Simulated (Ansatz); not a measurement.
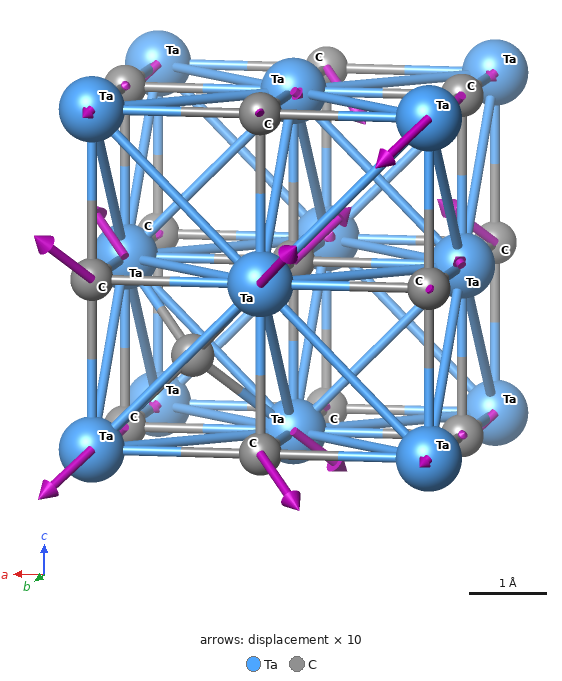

A relaxation of a defect cell of composition Ta8C9. The starting structure is drawn; purple arrows show the displacements, 10 times their true length.

Style: ball-and-stick. Shown: the atoms within 4.2 Å of the atom that moves most (axes of the conventional cell (4 times the calculation's cell)), from a free direction. Lengths and directions refer to the drawn axes.

Case: C interstitial, charge +0, atoms relaxed at the host's cell.

Method: DFT PBE, scalar-relativistic, plane waves, PAW (Ansatz 0.2.0). Settings: plane-wave cutoff 420 eV; k-point mesh 8 × 8 × 8; occupations gaussian; smearing width 0.1 eV; no spin polarisation; atoms relaxed in a fixed cell; force threshold 0.025 eV/Å; at most 45 steps.

> Describe the change and its energy.

Over 4 geometry steps the energy falls by 1.488 eV per cell of the calculation. Largest force component: 2.4 eV/Å at the start, 0.0092 eV/Å at the end. The largest moves, 0.11 Å, are those of C atoms. Largest moves by element: C 0.11 Å, Ta 0.10 Å. The lattice vectors keep their values. Some distances before and after: Ta–Ta 3.165 → 3.334 Å, Ta–Ta 3.165 → 2.995 Å, C–Ta 2.238 → 2.362 Å, C–Ta 1.938 → 2.042 Å. Bond angles that change, for instance: Ta–C–Ta 90.0° → 92.8°, Ta–C–Ta 180.0° → 177.8°. Cost: 63 s on 4 threads of Arm Neoverse V2 (shared host), peak memory 0.85 GiB.

Limits of the set-up: the periodic images lie only 6.3 Å apart, so the values are limited by the cell's size.
